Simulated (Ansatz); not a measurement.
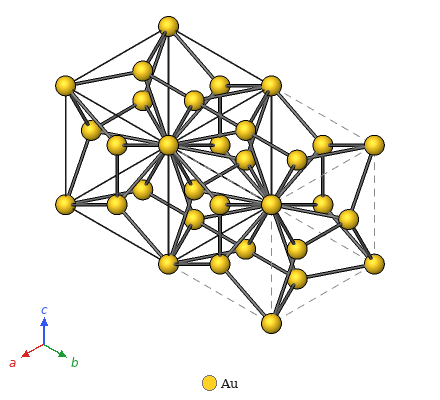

The structure, seen along [111]; the drawing may span several cells.

Given this structure, the geometry relaxed with Ansatz 0.2.0, DFT r2SCAN, scalar-relativistic, plane waves, PAW; the starting structure was generated, so it need not be a known form of this composition, written in its standard cell:

```
Au
1.0
     5.25809    0.00000    0.00000
     0.00000    5.25809    0.00000
     0.00000    0.00000    5.25809
Au
8
Direct
  0.50000 0.50000 0.50000
  0.00000 0.00000 0.00000
  0.25000 0.00000 0.50000
  0.50000 0.25000 0.00000
  0.50000 0.75000 0.00000
  0.75000 0.00000 0.50000
  0.00000 0.50000 0.75000
  0.00000 0.50000 0.25000
```

Predict the [111] zone-axis pattern (300 kV, kinematic, B = 1 Å²).

Answer. The spots form a hexagonal net with both shortest vectors at d = 3.72 Å, 60.0° apart. They are -1 0 1 (itself too weak to see) and 0 -1 1 (itself too weak to see). The pattern has symmetry 6mm. Reflections such as 0 1 -1, 1 -1 0, 1 0 -1 are allowed but too weak to see at this display level.

Strongest reflections with d > 1.14 Å, one of each family (|F|² from tabulated Gaussian fits of the electron scattering factors, times a small damping for the curvature of the Ewald sphere):

```json
{"hkl": "2 -1 -1", "d (Å)": "2.147", "I (strongest = 100)": "100"}
{"hkl": "3 -1 -2", "d (Å)": "1.405", "I (strongest = 100)": "42"}
```

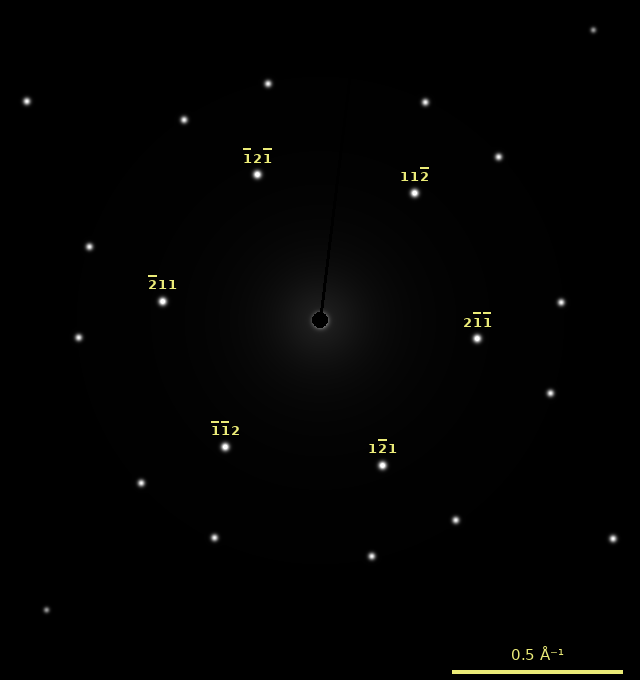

Calculated pattern, seen from the source side with [111] pointing towards the source.
